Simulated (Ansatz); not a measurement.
# Mg$_{2}$GeN$_{3}$: what the fields show

Input file:

```
crystal:
  lattice:
    - [3.0980196966, 0.0, 0.0]
    - [-1.5490098483, 2.6829637587, 0.0]
    - [0.0, 0.0, 7.9890825601]
  atoms:
    - { symbol: Mg, position: [0.3333333333, 0.6666666667, 0.6658788964] }
    - { symbol: Mg, position: [0.6666666667, 0.3333333333, 0.3341211036] }
    - { symbol: Ge, position: [0.0, 0.0, 0.0] }
    - { symbol: "N", position: [0.3333333333, 0.6666666667, 0.141743122] }
    - { symbol: "N", position: [0.6666666667, 0.3333333333, 0.858256878] }
    - { symbol: "N", position: [0.0, 0.0, 0.5] }
basis:
  ecutwfc: 420
kpoints:
  mp_grid: { grid: [12, 12, 4] }
hamiltonian:
  xc: pbe
scf:
  occupations: { method: gaussian, width: 0.1 }
output:
  forces: true
  stress: true
  eigenvalues: true
  write_density: true
  write_potential: true
  elf: true
  volumetric_format: npy
relax:
  adjacent_minimum: "off"
  f_tol: 0.01
  max_steps: 30
  cell: { stress_tol: 0.1, fix: [volume] }
```

Launched as:

```sh
ansatz run input.yaml --threads 1 --pin off --max-ram 2560MiB --backend cpu --events-out ev --progress --plain --runs-dir out
```

Below, planes, directions and counts refer to the conventional cell (a = 3.10 Å, b = 3.10 Å, c = 7.99 Å, α = 90.00°, β = 90.00°, γ = 120.00°).

Space group P-3m1; a generated structure, not necessarily the stable one; changed on purpose from its base cell (volume × 1.10, shape and atoms relaxed); computed pressure about −12 GPa in this cell; computed without spin polarisation.

All numbers below come from Ansatz 0.2.0, DFT PBE, scalar-relativistic, plane waves, PAW.

The density is the valence pseudo-density of a PAW calculation; it isn't the true density close to the nuclei.

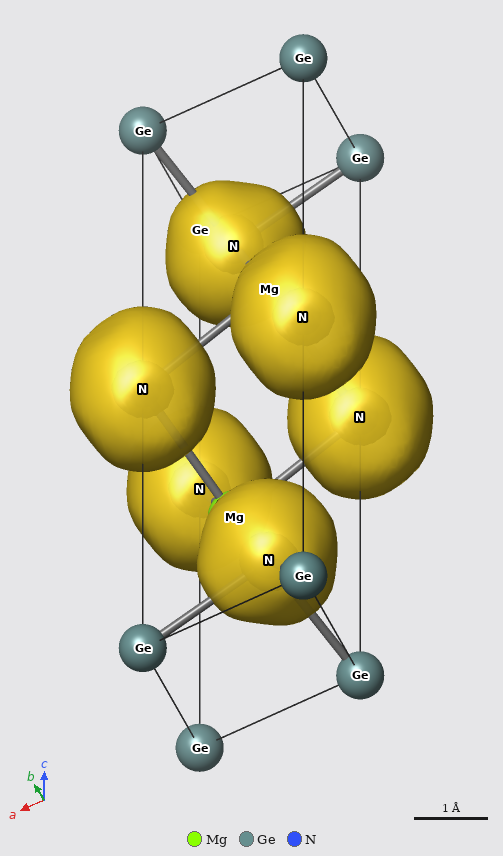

Figure 1. Isosurface of the electron localisation function at 0.65 (yellow), seen at an oblique angle. Core shells and regions of very low density are left out. Sticks mark near contacts.

### Where are the electrons localised?

The ELF exceeds this value in three regions wrapped around N (the valence shell of each), counted in one cell of 6 atoms. Any copies at cell faces, edges or corners count once. Along the contacts the grid gives the following. Ge–N (2.11 Å): the ELF peaks at about 0.85 in the valence shell of N, 0.7 Å from its nucleus, and is about 0.50 at the midpoint. Mg–N (2.22 Å): the ELF peaks at about 0.85 in the valence shell of N, 0.7 Å from its nucleus, and is about 0.40 at the midpoint.

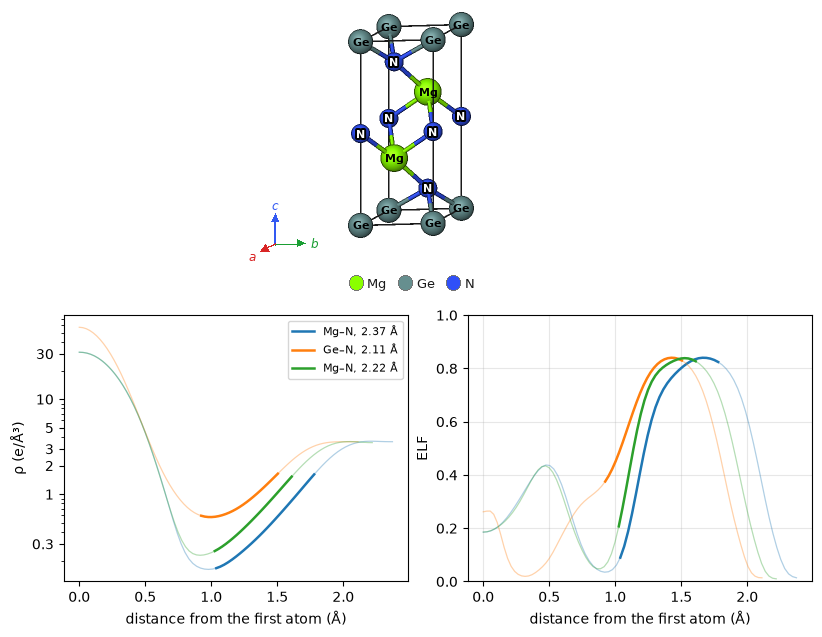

Figure 2. Valence charge density (pseudo) and electron localisation function along straight lines between neighbouring atoms. Thin, pale parts lie inside the atomic spheres. The structure is drawn too.

### What can be read from the curves?

Mg–N (2.37 Å): the density is about 0.22 e/Å³ at the midpoint; the ELF peaks at about 0.85 in the valence shell of N, 0.7 Å from its nucleus, and is about 0.40 at the midpoint.
Ge–N (2.11 Å): ρ is about 0.59 e/Å³ halfway; the ELF peaks at about 0.85 in the valence shell of N, 0.7 Å from its nucleus, and is about 0.50 at the midpoint.
Mg–N (2.22 Å): ρ is about 0.3 e/Å³ halfway; the ELF peaks at about 0.85 in the valence shell of N, 0.7 Å from its nucleus, and is about 0.40 at the midpoint.

### Does the calculation make it a metal, or give it a gap?

It is gapless in this calculation (a metal or semimetal).
